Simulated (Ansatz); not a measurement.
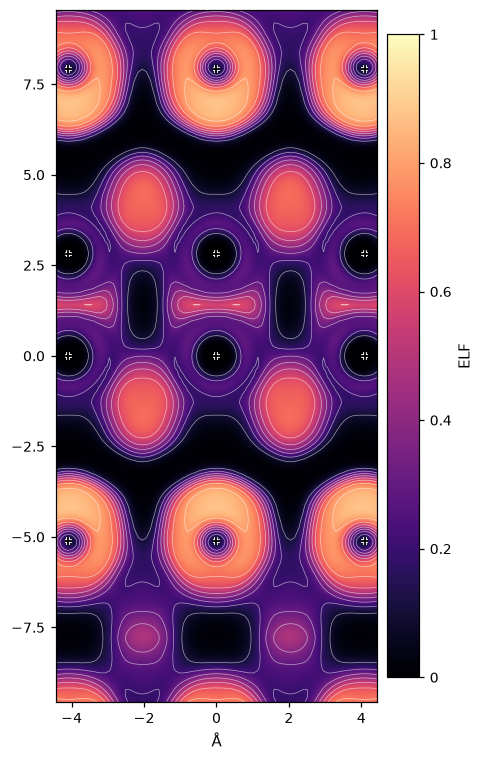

The electron localisation function on a plane through atoms (crosses mark nuclei in the plane).

Method: DFT PBE, scalar-relativistic, plane waves, PAW in Ansatz.

Candidates:
A. Si8Mo3 (slab), a = 3.22 Å, b = 4.55 Å, c = 24.92 Å, α = 90.00°, β = 90.00°, γ = 110.72°. Not relaxed (largest force 0.8 eV/Å); computed without spin polarisation.
B. InSe, a = 4.09 Å, b = 4.09 Å, c = 18.40 Å, α = 90.00°, β = 90.00°, γ = 120.00°. Space group P6₃/mmc.
C. B5As4 (slab), a = 3.40 Å, b = 3.40 Å, c = 24.62 Å, α = 90.00°, β = 90.00°, γ = 90.00°. Not relaxed (largest force 1.3 eV/Å); computed without spin polarisation.

Which candidate gave the map?

Answer. Candidate B: InSe on the (010) plane of the conventional cell, which holds In and Se. In–In (2.83 Å): the ELF reaches about 0.55 near the midpoint.
